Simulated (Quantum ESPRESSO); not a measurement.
**Geometry relaxation of CoSi$_{2}$**

- system: CoSi$_{2}$ (R-3m, 3 atoms in the cell)
- method: Kohn-Sham DFT of a periodic cell, PBE, GBRV 1.5 PBE, no spin polarisation (Quantum ESPRESSO 7.5)

The structure was built on a prototype by a generator; it need not be a known phase.

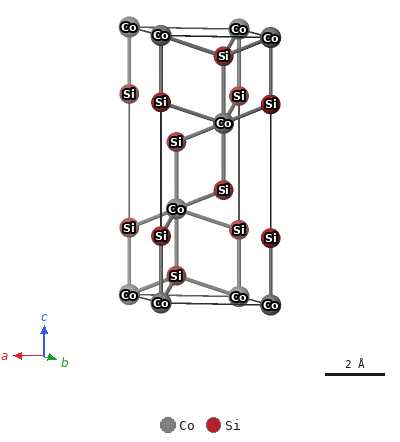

*The input geometry (ball-and-stick view of the cell 3 times as large as that of the calculation, set on its symmetry axes, seen at an oblique angle).*

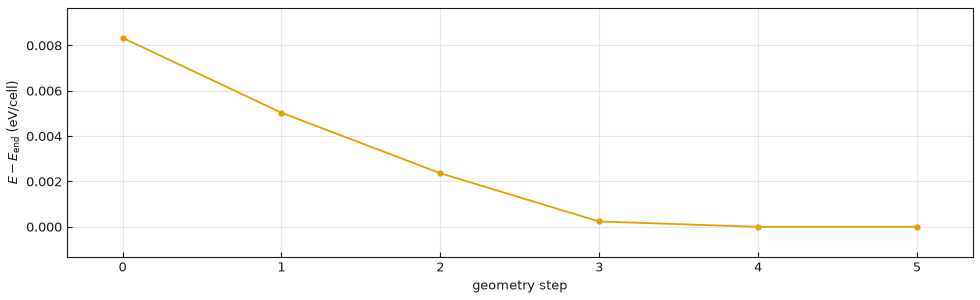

*Progress of the relaxation, step by step (steps are counted from 0).*

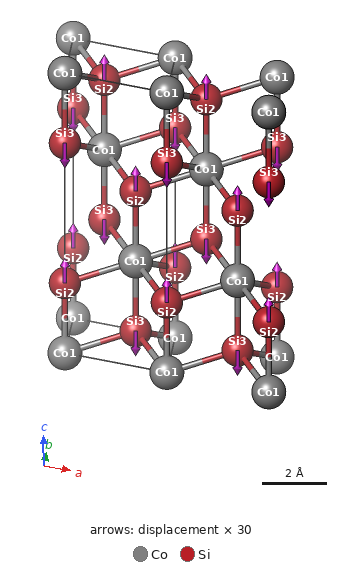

*The starting structure with the displacements as pink arrows, magnified 30 times (ball-and-stick view of the cell 3 times as large as that of the calculation, set on its symmetry axes, repeated 2 × 1 × 1, seen at an oblique angle).*

The largest moves, 0.028 Å, are those of Si2 and Si3. Co stays in place. The lattice vectors keep their values. Among the contacts that change: Co1–Si2 2.291 → 2.319 Å. The space group stays R-3m (No. 166). The energy falls by 8.3 meV per cell of the calculation in 5 geometry steps. Largest force component: 0.3 eV/Å at the start, under 0.0001 eV/Å at the end. (Atoms are counted from 1 in the order of the input.)

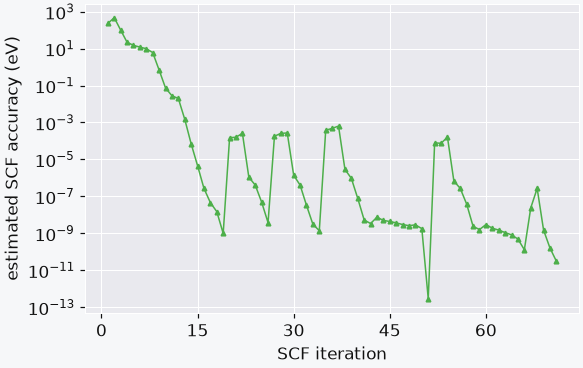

*Convergence of the self-consistent field: estimated SCF accuracy against the iteration.*

The field takes 71 iterations in all.

The input that produced these results follows, with the program's output.

Input:
```
&CONTROL
  calculation = 'relax'
  prefix = 'pwscf'
  outdir = './tmp'
  pseudo_dir = './pseudo'
  tprnfor = .true.
  disk_io = 'low'
  nstep = 40
  forc_conv_thr = 0.0004
  etot_conv_thr = 1d-05
/
&SYSTEM
  ibrav = 0
  nat = 3
  ntyp = 2
  ecutwfc = 56
  ecutrho = 448
  nbnd = 19
  occupations = 'smearing'
  smearing = 'mp'
  degauss = 0.00734986
/
&ELECTRONS
  conv_thr = 6d-10
  electron_maxstep = 120
  mixing_beta = 0.5
/
&IONS
  ion_dynamics = 'bfgs'
/
ATOMIC_SPECIES
Co    58.9332 co_pbe_v1.2.uspp.F.UPF
Si    28.0850 si_pbe_v1.uspp.F.UPF
CELL_PARAMETERS angstrom
   2.2252172625    0.0000000000    3.0541937551
  -1.1126086313    1.9270946783    3.0541937551
  -1.1126086313   -1.9270946783    3.0541937551
ATOMIC_POSITIONS crystal
Co     0.0000000000    0.0000000000    0.0000000000
Si     0.2500000000    0.2500000000    0.2500000000
Si     0.7500000000    0.7500000000    0.7500000000
K_POINTS automatic
16 16 16 0 0 0
```

Launch command:
```bash
OMP_NUM_THREADS=1 pw.x -in pw.in > pw.out
```

Log:
```
This program is part of the open-source Quantum ESPRESSO suite
     for quantum simulation of materials; please cite
         "P. Giannozzi et al., J. Phys.:Condens. Matter 21 395502 (2009);
         "P. Giannozzi et al., J. Phys.:Condens. Matter 29 465901 (2017);
         "P. Giannozzi et al., J. Chem. Phys. 152 154105 (2020);
          URL
     in publications or presentations arising from this work. More details at

     Message from routine setup:
     using ibrav=0 with symmetry is DISCOURAGED, use correct ibrav instead

     G-vector sticks info
     --------------------
     sticks:   dense  smooth     PW     G-vecs:    dense   smooth      PW
     Sum        1597     793    253                42393    14991    2709

     Using Slab Decomposition

     bravais-lattice index     =            0
     lattice parameter (alat)  =       7.1410  a.u.
     unit-cell volume          =     265.1490 (a.u.)^3
     number of atoms/cell      =            3
     number of atomic types    =            2
     number of electrons       =        25.00
     number of Kohn-Sham states=           19
     kinetic-energy cutoff     =      56.0000  Ry
     charge density cutoff     =     448.0000  Ry
     scf convergence threshold =      6.0E-10
     mixing beta               =       0.5000
     number of iterations used =            8  plain     mixing
     energy convergence thresh.=      1.0E-05
     force convergence thresh. =      4.0E-04
     Exchange-correlation= SLA  PW   PBE  PBE
                           (   1   4   3   4   0   0   0)
     nstep                     =           40

     celldm(1)=   7.140988  celldm(2)=   0.000000  celldm(3)=   0.000000
     celldm(4)=   0.000000  celldm(5)=   0.000000  celldm(6)=   0.000000

     crystal axes: (cart. coord. in units of alat)
               a(1) = (   0.588861   0.000000   0.808234 )
               a(2) = (  -0.294431   0.509969   0.808234 )
               a(3) = (  -0.294431  -0.509969   0.808234 )

     reciprocal axes: (cart. coord. in units 2 pi/alat)
               b(1) = (  1.132129  0.000000  0.412422 )
               b(2) = ( -0.566064  0.980452  0.412422 )
               b(3) = ( -0.566064 -0.980452  0.412422 )

     PseudoPot. # 1 for Co read from file:
     co_pbe_v1.2.uspp.F.UPF
     Pseudo is Ultrasoft + core correction, Zval = 17.0
     Generated by new atomic code, or converted to UPF format
     Using radial grid of  863 points,  6 beta functions with:
                l(1) =   0
                l(2) =   0
                l(3) =   1
                l(4) =   1
                l(5) =   2
                l(6) =   2
     Q(r) pseudized with  8 coefficients,  rinner =    1.200   1.200   1.200
                                                       1.200   1.200

     PseudoPot. # 2 for Si read from file:
     si_pbe_v1.uspp.F.UPF
     Pseudo is Ultrasoft + core correction, Zval =  4.0
     Generated by new atomic code, or converted to UPF format
     Using radial grid of  899 points,  6 beta functions with:
                l(1) =   0
                l(2) =   0
                l(3) =   1
                l(4) =   1
                l(5) =   2
                l(6) =   2
     Q(r) pseudized with  8 coefficients,  rinner =    0.900   0.900   0.900
                                                       0.900   0.900

     atomic species   valence    mass     pseudopotential
     Co               17.00    58.93320     Co( 1.00)
     Si                4.00    28.08500     Si( 1.00)

     12 Sym. Ops., with inversion, found

   Cartesian axes

     site n.     atom                  positions (alat units)
         1        Co     tau(   1) = (   0.0000000   0.0000000   0.0000000  )
         2        Si     tau(   2) = (  -0.0000000   0.0000000   0.6061756  )
         3        Si     tau(   3) = (  -0.0000000  -0.0000000   1.8185267  )

     number of k points=   417  Methfessel-Paxton smearing, width (Ry)=  0.0073

     Number of k-points >= 100: set verbosity='high' to print them.

     Dense  grid:    42393 G-vectors     FFT dimensions: (  50,  50,  50)

     Smooth grid:    14991 G-vectors     FFT dimensions: (  36,  36,  36)

     Check: negative core charge=   -0.000010

     Initial potential from superposition of free atoms

     starting charge      23.9987, renormalised to      25.0000
     Starting wfcs are   21 randomized atomic wfcs

     Self-consistent Calculation

     iteration #  1     ecut=    56.00 Ry     beta= 0.50
     Davidson diagonalization with overlap
     ethr =  1.00E-02,  avg # of iterations =  4.2

     total energy              =    -307.68387550 Ry
     estimated scf accuracy    <      16.64614305 Ry

     iteration #  2     ecut=    56.00 Ry     beta= 0.50
     Davidson diagonalization with overlap
     ethr =  1.00E-02,  avg # of iterations =  3.0

     total energy              =    -317.15297442 Ry
     estimated scf accuracy    <      34.43002744 Ry

     iteration #  3     ecut=    56.00 Ry     beta= 0.50
     Davidson diagonalization with overlap
     ethr =  1.00E-02,  avg # of iterations =  2.0

     total energy              =    -317.71391996 Ry
     estimated scf accuracy    <       7.41405454 Ry

     iteration #  4     ecut=    56.00 Ry     beta= 0.50
     Davidson diagonalization with overlap
     ethr =  1.00E-02,  avg # of iterations =  1.7

     total energy              =    -317.96339845 Ry
     estimated scf accuracy    <       1.65131579 Ry

     iteration #  5     ecut=    56.00 Ry     beta= 0.50
     Davidson diagonalization with overlap
     ethr =  6.61E-03,  avg # of iterations =  1.0

     total energy              =    -317.52794929 Ry
     estimated scf accuracy    <       1.06987116 Ry

     iteration #  6     ecut=    56.00 Ry     beta= 0.50
     Davidson diagonalization with overlap
     ethr =  4.28E-03,  avg # of iterations =  1.8

     total energy              =    -317.84740141 Ry
     estimated scf accuracy    <       0.88012534 Ry

     iteration #  7     ecut=    56.00 Ry     beta= 0.50
     Davidson diagonalization with overlap
     ethr =  3.52E-03,  avg # of iterations =  1.0

     total energy              =    -317.81952722 Ry
     estimated scf accuracy    <       0.72694287 Ry

     iteration #  8     ecut=    56.00 Ry     beta= 0.50
     Davidson diagonalization with overlap
     ethr =  2.91E-03,  avg # of iterations =  1.0

     total energy              =    -317.76829685 Ry
     estimated scf accuracy    <       0.44815097 Ry

     iteration #  9     ecut=    56.00 Ry     beta= 0.50
     Davidson diagonalization with overlap
     ethr =  1.79E-03,  avg # of iterations =  1.0

     total energy              =    -317.77325127 Ry
     estimated scf accuracy    <       0.05068225 Ry

     iteration # 10     ecut=    56.00 Ry     beta= 0.50
     Davidson diagonalization with overlap
     ethr =  2.03E-04,  avg # of iterations =  2.0

     total energy              =    -317.78086954 Ry
     estimated scf accuracy    <       0.00544974 Ry

[... 51 further cycles ...]
     iteration # 11     ecut=    56.00 Ry     beta= 0.50
     Davidson diagonalization with overlap
     ethr =  4.91E-13,  avg # of iterations =  1.0

     total energy              =    -317.78139224 Ry
     estimated scf accuracy    <          1.1E-10 Ry

     iteration # 12     ecut=    56.00 Ry     beta= 0.50
     Davidson diagonalization with overlap
     ethr =  4.28E-13,  avg # of iterations =  1.0

     total energy              =    -317.78139224 Ry
     estimated scf accuracy    <          8.4E-11 Ry

     iteration # 13     ecut=    56.00 Ry     beta= 0.50
     Davidson diagonalization with overlap
     ethr =  3.34E-13,  avg # of iterations =  1.0

     total energy              =    -317.78139224 Ry
     estimated scf accuracy    <          6.1E-11 Ry

     iteration # 14     ecut=    56.00 Ry     beta= 0.50
     Davidson diagonalization with overlap
     ethr =  2.43E-13,  avg # of iterations =  1.0

     total energy              =    -317.78139224 Ry
     estimated scf accuracy    <          3.6E-11 Ry

     iteration # 15     ecut=    56.00 Ry     beta= 0.50
     Davidson diagonalization with overlap
     ethr =  1.42E-13,  avg # of iterations =  1.0

     End of self-consistent calculation

     Number of k-points >= 100: set verbosity='high' to print the bands.

     the Fermi energy is    12.4137 ev

!    total energy              =    -317.78139224 Ry
     estimated scf accuracy    <          9.5E-12 Ry
     smearing contrib. (-TS)   =       0.00003829 Ry
     internal energy E=F+TS    =    -317.78143053 Ry

     The total energy is F=E-TS. E is the sum of the following terms:
     one-electron contribution =    -239.86593436 Ry
     hartree contribution      =     132.73475486 Ry
     xc contribution           =     -41.51821053 Ry
     ewald contribution        =    -169.13204049 Ry

     convergence has been achieved in  15 iterations

     Forces acting on atoms (cartesian axes, Ry/au):

     atom    1 type  1   force =     0.00000000    0.00000000    0.00000000
     atom    2 type  2   force =    -0.00000000   -0.00000000    0.00002215
     atom    3 type  2   force =    -0.00000000   -0.00000000   -0.00002215

     Total force =     0.000031     Total SCF correction =     0.000000
     Energy error            =      1.7E-05 Ry
     Gradient error          =      2.2E-05 Ry/Bohr

     number of scf cycles    =   5
     number of bfgs steps    =   4

     energy             old  =    -317.7813749073 Ry
     energy             new  =    -317.7813922387 Ry

     CASE: energy            _new < energy            _old

     new trust radius        =       0.0001021797 bohr
     new conv_thr            =            6.0E-12 Ry

ATOMIC_POSITIONS (crystal)
Co               0.0000000000       -0.0000000000       -0.0000000000
Si               0.2530524234        0.2530524234        0.2530524234
Si               0.7469475766        0.7469475766        0.7469475766

     NEW-OLD atomic charge density approx. for the potential

     Check: negative core charge=   -0.000010

     Self-consistent Calculation

     iteration #  1     ecut=    56.00 Ry     beta= 0.50
     Davidson diagonalization with overlap
     ethr =  1.00E-06,  avg # of iterations =  1.0

     Threshold (ethr) on eigenvalues was too large:
     Diagonalizing with lowered threshold

     Davidson diagonalization with overlap
     ethr =  6.36E-12,  avg # of iterations =  3.7

     total energy              =    -317.78139224 Ry
     estimated scf accuracy    <          1.8E-09 Ry

     iteration #  2     ecut=    56.00 Ry     beta= 0.50
     Davidson diagonalization with overlap
     ethr =  7.09E-12,  avg # of iterations =  2.5

     total energy              =    -317.78139224 Ry
     estimated scf accuracy    <       0.00000002 Ry

     iteration #  3     ecut=    56.00 Ry     beta= 0.50
     Davidson diagonalization with overlap
     ethr =  7.09E-12,  avg # of iterations =  2.4

     total energy              =    -317.78139224 Ry
     estimated scf accuracy    <          1.1E-10 Ry

     iteration #  4     ecut=    56.00 Ry     beta= 0.50
     Davidson diagonalization with overlap
     ethr =  4.42E-13,  avg # of iterations =  1.7

     total energy              =    -317.78139224 Ry
     estimated scf accuracy    <          1.2E-11 Ry

     iteration #  5     ecut=    56.00 Ry     beta= 0.50
     Davidson diagonalization with overlap
     ethr =  1.00E-13,  avg # of iterations =  1.6

     End of self-consistent calculation

     Number of k-points >= 100: set verbosity='high' to print the bands.

     the Fermi energy is    12.4137 ev

!    total energy              =    -317.78139224 Ry
     estimated scf accuracy    <          2.3E-12 Ry
     smearing contrib. (-TS)   =       0.00003829 Ry
     internal energy E=F+TS    =    -317.78143053 Ry

     The total energy is F=E-TS. E is the sum of the following terms:
     one-electron contribution =    -239.86579012 Ry
     hartree contribution      =     132.73466573 Ry
     xc contribution           =     -41.51820677 Ry
     ewald contribution        =    -169.13209937 Ry

     convergence has been achieved in   5 iterations

     Forces acting on atoms (cartesian axes, Ry/au):

     atom    1 type  1   force =     0.00000000   -0.00000000    0.00000000
     atom    2 type  2   force =     0.00000000   -0.00000000   -0.00000003
     atom    3 type  2   force =     0.00000000   -0.00000000    0.00000003

     Total force =     0.000000     Total SCF correction =     0.000000
     Energy error            =      2.3E-09 Ry
     Gradient error          =      2.9E-08 Ry/Bohr

     bfgs converged in   6 scf cycles and   5 bfgs steps
     (criteria: energy <  1.0E-05 Ry, force <  4.0E-04 Ry/Bohr)

     End of BFGS Geometry Optimization

     Final energy             =    -317.7813922410 Ry

     File ./tmp/pwscf.bfgs deleted, as requested
Begin final coordinates

ATOMIC_POSITIONS (crystal)
Co               0.0000000000       -0.0000000000       -0.0000000000
Si               0.2530524234        0.2530524234        0.2530524234
Si               0.7469475766        0.7469475766        0.7469475766
End final coordinates

=------------------------------------------------------------------------------=
   JOB DONE.
=------------------------------------------------------------------------------=
```

Trajectory as extended XYZ (Å, eV, eV/Å), 6 frames, from step=0 to step=5:
```
3
Lattice="2.2252 0.0000 3.0542 -1.1126 1.9271 3.0542 -1.1126 -1.9271 3.0542" Properties=species:S:1:pos:R:3:forces:R:3 step=0 energy=-4323.62776
Co    0.0000    0.0000    0.0000    0.0000   0.0000   0.0000
Si    0.0000    0.0000    2.2906    0.0000   0.0000   0.3010
Si    0.0000    0.0000    6.8719    0.0000   0.0000  -0.3010
3
Lattice="2.2252 0.0000 3.0542 -1.1126 1.9271 3.0542 -1.1126 -1.9271 3.0542" Properties=species:S:1:pos:R:3:forces:R:3 step=1 energy=-4323.63107
Co    0.0000    0.0000    0.0000    0.0000   0.0000   0.0000
Si    0.0000    0.0000    2.2968    0.0000   0.0000   0.2329
Si    0.0000    0.0000    6.8657    0.0000   0.0000  -0.2329
3
Lattice="2.2252 0.0000 3.0542 -1.1126 1.9271 3.0542 -1.1126 -1.9271 3.0542" Properties=species:S:1:pos:R:3:forces:R:3 step=2 energy=-4323.63374
Co    0.0000    0.0000    0.0000    0.0000   0.0000   0.0000
Si    0.0000    0.0000    2.3037    0.0000   0.0000   0.1588
Si    0.0000    0.0000    6.8589    0.0000   0.0000  -0.1588
3
Lattice="2.2252 0.0000 3.0542 -1.1126 1.9271 3.0542 -1.1126 -1.9271 3.0542" Properties=species:S:1:pos:R:3:forces:R:3 step=3 energy=-4323.63587
Co    0.0000    0.0000    0.0000    0.0000   0.0000   0.0000
Si    0.0000    0.0000    2.3139    0.0000   0.0000   0.0499
Si    0.0000    0.0000    6.8487    0.0000   0.0000  -0.0499
3
Lattice="2.2252 0.0000 3.0542 -1.1126 1.9271 3.0542 -1.1126 -1.9271 3.0542" Properties=species:S:1:pos:R:3:forces:R:3 step=4 energy=-4323.63610
Co    0.0000    0.0000    0.0000    0.0000   0.0000   0.0000
Si    0.0000    0.0000    2.3186    0.0000   0.0000   0.0006
Si    0.0000    0.0000    6.8440    0.0000   0.0000  -0.0006
3
Lattice="2.2252 0.0000 3.0542 -1.1126 1.9271 3.0542 -1.1126 -1.9271 3.0542" Properties=species:S:1:pos:R:3:forces:R:3 step=5 energy=-4323.63610
Co    0.0000    0.0000    0.0000    0.0000   0.0000   0.0000
Si    0.0000    0.0000    2.3186    0.0000   0.0000   0.0000
Si    0.0000    0.0000    6.8440    0.0000   0.0000   0.0000
```

Summary:

- outcome: converged
- space group (tolerance 0.01 Å): R-3m (166)
- electrons treated: 25
- free energy: −4323.6361 eV
- Fermi energy: 12.414 eV
- gap on the k-point mesh: none (metallic)
- final volume: 39.29 Å³
- largest force (length of the vector) at the end: under 0.001 eV/Å
- final cell: a = 3.779 Å, b = 3.779 Å, c = 3.779 Å, α = 61.32°, β = 61.32°, γ = 61.32°
- hardware: 1 thread of Intel Xeon @ 2.90GHz (Ice Lake), 128 GiB of memory available, shared host
- wall time: 26 min
- peak memory: 0.41 GiB

The run has no spin polarisation, so a magnetic state may lie lower.
